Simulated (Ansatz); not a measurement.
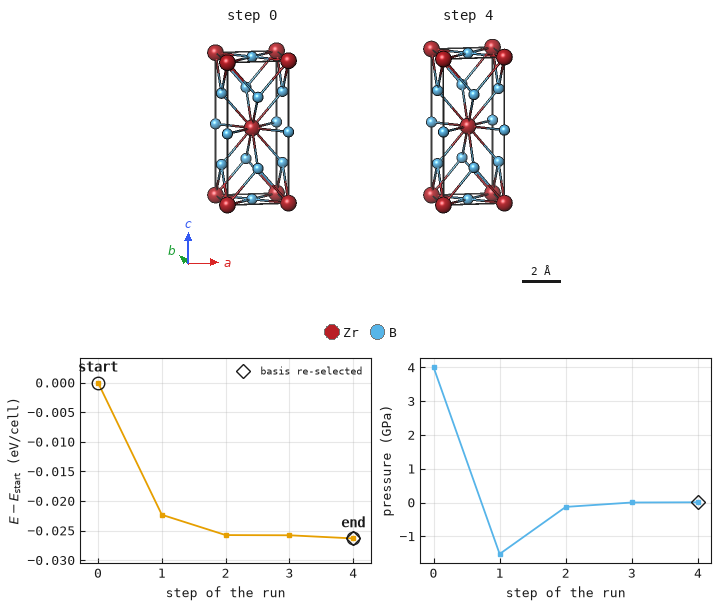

First and last geometry of a relaxation of solid ZrB₃ (a generated structure, set up in I4/mmm), with the history of the run. The picture is a ball-and-stick view of the conventional cell (2 times the calculation's cell), seen slightly off an axis. Lengths and directions refer to the drawn axes.

Case: Ga → B, Ti → Zr on all its sites, cell and atoms relaxed.

These are results of Ansatz, DFT r2SCAN, scalar-relativistic, plane waves, PAW, not measurements.

Input file:
```yaml
crystal:
  lattice:
    - [-1.6387461166, 1.6387461166, 3.8044918191]
    - [1.6387461166, -1.6387461166, 3.8044918191]
    - [1.6387461166, 1.6387461166, -3.8044918191]
  atoms:
    - { symbol: Zr, position: [0.0, 0.0, 0.0] }
    - { symbol: B, position: [0.5, 0.5, 0.0] }
    - { symbol: B, position: [0.75, 0.25, 0.5] }
    - { symbol: B, position: [0.25, 0.75, 0.5] }
basis:
  ecutwfc: 500
kpoints:
  mp_grid: { grid: [18, 18, 18] }
hamiltonian:
  xc: r2scan
scf:
  occupations: { method: gaussian, width: 0.1 }
output:
  forces: true
  stress: true
  eigenvalues: true
relax:
  adjacent_minimum: "off"
  f_tol: 0.01
  max_steps: 60
  cell: { stress_tol: 0.1 }
```

Run as
```bash
ansatz run input.yaml --threads 1 --pin off --max-ram 2560MiB --backend cpu --events-out ev --progress --plain --runs-dir out
```

Q: What do the curves and the structures tell?

A: It converged. After 3 accepted moves (4 points after the start) the energy has fallen by 26.3 meV per cell of the calculation. All forces vanish by symmetry, so only the cell relaxes. Pressure: 4.01 GPa at the start and 0.01 GPa at the end. At 1 point the geometry stayed and the basis and grid were re-selected for the new cell (energy shift of 0.5 meV per cell of the calculation at most each time). No atom moves by more than 0.005 Å relative to the cell. The drawn cell changes as follows: a = b 3.277 → 3.274 Å (−0.1 %), c 7.609 → 7.803 Å (+2.5 %); the volume changes by +2.4 %. Among the contacts that change: Zr1–B3 2.511 → 2.547 Å. The space group stays I4/mmm (No. 139).

```json
{"step": "0", "E − E(0), meV/atom": "0.00", "pressure, GPa": "4.01", "volume, Å³/atom": "10.217", "note": ""}
{"step": "1", "E − E(0), meV/atom": "-5.58", "pressure, GPa": "-1.52", "volume, Å³/atom": "10.555", "note": ""}
{"step": "2", "E − E(0), meV/atom": "-6.44", "pressure, GPa": "-0.13", "volume, Å³/atom": "10.466", "note": ""}
{"step": "3", "E − E(0), meV/atom": "-6.45", "pressure, GPa": "0.00", "volume, Å³/atom": "10.457", "note": ""}
{"step": "4", "E − E(0), meV/atom": "-6.58", "pressure, GPa": "0.01", "volume, Å³/atom": "10.457", "note": "same geometry, new basis"}
```
